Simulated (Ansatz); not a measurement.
System: AlAs$_{3}$.

Input

```
crystal:
  lattice:
    - [-2.1479151289, 2.1479151289, 4.109827777]
    - [2.1479151289, -2.1479151289, 4.109827777]
    - [2.1479151289, 2.1479151289, -4.109827777]
  atoms:
    - { symbol: Al, position: [0.0, 0.0, 0.0] }
    - { symbol: As, position: [0.75, 0.25, 0.5] }
    - { symbol: As, position: [0.25, 0.75, 0.5] }
    - { symbol: As, position: [0.5, 0.5, 0.0] }
basis:
  ecutwfc: 420
kpoints:
  mp_grid: { grid: [16, 16, 16] }
hamiltonian:
  xc: pbe
scf:
  occupations: { method: gaussian, width: 0.1 }
output:
  forces: true
  stress: true
  eigenvalues: true
  write_density: true
  write_potential: true
  elf: true
  volumetric_format: npy
relax:
  adjacent_minimum: "off"
  f_tol: 0.01
  max_steps: 80
  cell: { stress_tol: 0.05 }
```

Command:

```sh
ansatz run input.yaml --threads 1 --pin off --max-ram 2560MiB --backend cpu --events-out ev --progress --plain --runs-dir out
```

Below, planes, directions and counts refer to the conventional cell (a = 6.66 Å, b = 6.66 Å, c = 6.67 Å, α = 90.00°, β = 90.00°, γ = 90.00°).

The fields are those of the run's last geometry, not of the input's.

Space group Fm-3m; a structure generated by program, which may or may not match a known phase.

The calculation used DFT PBE, scalar-relativistic, plane waves, PAW (Ansatz 0.2.0).

Question: What will maps of the valence pseudo-density and electron localisation function show?

Answer: Al–As (2.89 Å): ρ is about 0.23 e/Å³ halfway; the ELF is about 0.60 at the midpoint.

Question: Does the calculation make it a metal, or give it a gap?

Answer: It is gapless in this calculation (a metal or semimetal).

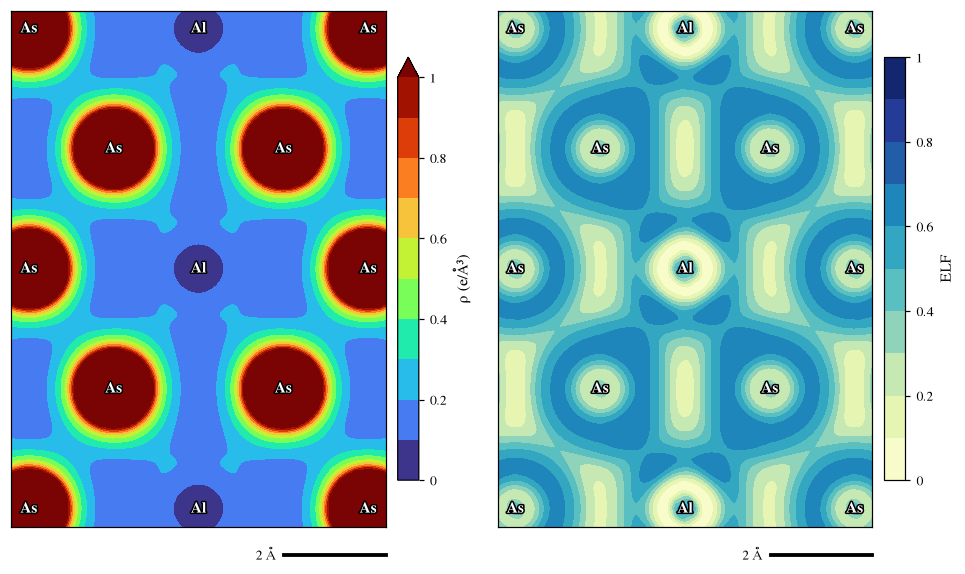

Computed valence pseudo-density and electron localisation function on the (101̄) plane of the conventional cell, in this order. 

The density is the valence pseudo-density of a PAW calculation; it isn't the true density close to the nuclei.
